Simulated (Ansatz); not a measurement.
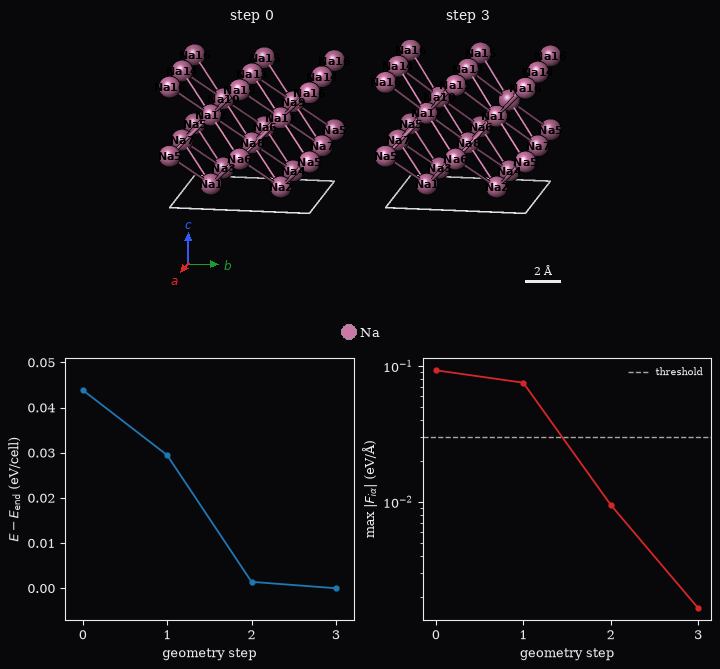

First and last geometry of a constrained relaxation of a slab of composition Na (cut from the Im-3m phase), with the history of the run. Style: ball-and-stick. Shown: the cell of the calculation, outlined in the plane, without the vacuum (origin shifted), slightly off an axis.

Case: clean slab, lower planes held. The slab is the (1 0 0) face of Na. 8 atoms are held fixed.

Theory: DFT PBE+D3(BJ), scalar-relativistic, plane waves, PAW (Ansatz).

Input
```yaml
crystal:
  lattice:
    - [8.155897354, 0.0, 0.0]
    - [0.0, 8.155897354, 0.0]
    - [0.0, 0.0, 22.1169230155]
  atoms:
    - { symbol: Na, position: [0.25, 0.75, 0.3617139687] }
    - { symbol: Na, position: [0.25, 0.25, 0.3617139687] }
    - { symbol: Na, position: [0.75, 0.75, 0.3617139687] }
    - { symbol: Na, position: [0.75, 0.25, 0.3617139687] }
    - { symbol: Na, position: [0.5, 0.5, 0.4539046562] }
    - { symbol: Na, position: [0.5, 0.0, 0.4539046562] }
    - { symbol: Na, position: [0.0, 0.5, 0.4539046562] }
    - { symbol: Na, position: [0.0, 0.0, 0.4539046562] }
    - { symbol: Na, position: [0.75, 0.25, 0.5460953438] }
    - { symbol: Na, position: [0.75, 0.75, 0.5460953438] }
    - { symbol: Na, position: [0.25, 0.25, 0.5460953438] }
    - { symbol: Na, position: [0.25, 0.75, 0.5460953438] }
    - { symbol: Na, position: [0.0, 0.0, 0.6382860313] }
    - { symbol: Na, position: [0.0, 0.5, 0.6382860313] }
    - { symbol: Na, position: [0.5, 0.0, 0.6382860313] }
    - { symbol: Na, position: [0.5, 0.5, 0.6382860313] }
basis:
  ecutwfc: 420
kpoints:
  mp_grid: { grid: [3, 3, 1] }
hamiltonian:
  xc: pbe
  dispersion: d3bj
scf:
  occupations: { method: gaussian, width: 0.1 }
output:
  forces: true
  eigenvalues: true
  write_density: true
  write_potential: true
  elf: true
  volumetric_format: npy
relax:
  adjacent_minimum: "off"
  f_tol: 0.03
  max_steps: 70
  constraints: [{ sites: [0, 1, 2, 3, 4, 5, 6, 7] }]
efield:
  axis: 3
  dipole_correction: true
  ramp_width: 0.04
```

Run as
```bash
ansatz run input.yaml --threads 4 --pin off --max-ram 12288MiB --backend cpu --events-out ev --progress --plain --runs-dir out
```

> What do the curves and the structures tell?

It converged. Over 3 geometry steps the energy falls by 43.9 meV per cell of the calculation. Largest force component: 0.093 eV/Å at the start, 0.0017 eV/Å at the end. The largest moves, 0.28 Å, are those of Na13, Na14, Na15 and Na16. Na13 goes along the normal (+c). The cell stays as it was. Some distances before and after: Na10–Na13 3.532 → 3.636 Å, Na5–Na10 3.532 → 3.591 Å. Among the angles between lasting bonds that change: Na9–Na16–Na12 109.5° → 104.9°, Na9–Na16–Na10 70.5° → 68.2°. Cost: 24 s on 4 threads of AMD EPYC 9R14 (Zen 4), on a shared host, peak memory 2 GiB.
